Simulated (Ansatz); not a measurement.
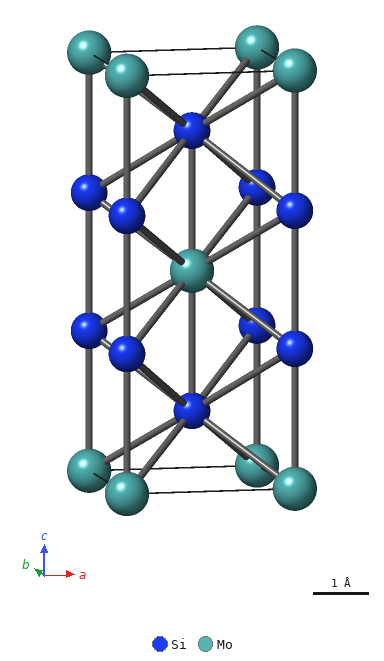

Phonons of crystalline Si2Mo relaxed at 3 GPa, at the zone centre. The picture is a ball-and-stick view of the conventional cell (2 times the calculation's cell), seen slightly off an axis. Lengths and directions refer to the drawn axes.

Level of theory: DFT LDA, scalar-relativistic, plane waves, PAW (Ansatz 0.2.0). (plane-wave cutoff 420 eV; k-point mesh 18 × 18 × 18; occupations fermi dirac; smearing width 0.15 eV; target pressure 3 GPa; no spin polarisation)

The frequencies depend somewhat on the k-mesh and the smearing.

> List the optical modes.

The calculation's cell holds 3 atoms, so there are 6 optical modes, in 4 levels. The optical modes span E_u + A₂u + E_g + A₁g. No level is unstable.

| level | symmetry | frequency (cm⁻¹) | activity |
| --- | --- | --- | --- |
| 1 | E_u | 287 | infrared-active |
| 2 | A₂u | 328 | infrared-active |
| 3 | E_g | 341 | Raman-active |
| 4 | A₁g | 445 | Raman-active |

The crystal is a metal, so free carriers screen the infrared response.

The displacement patterns (one member of each degenerate set):

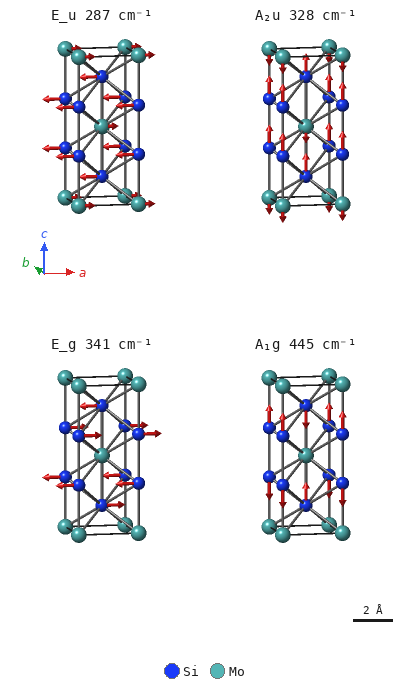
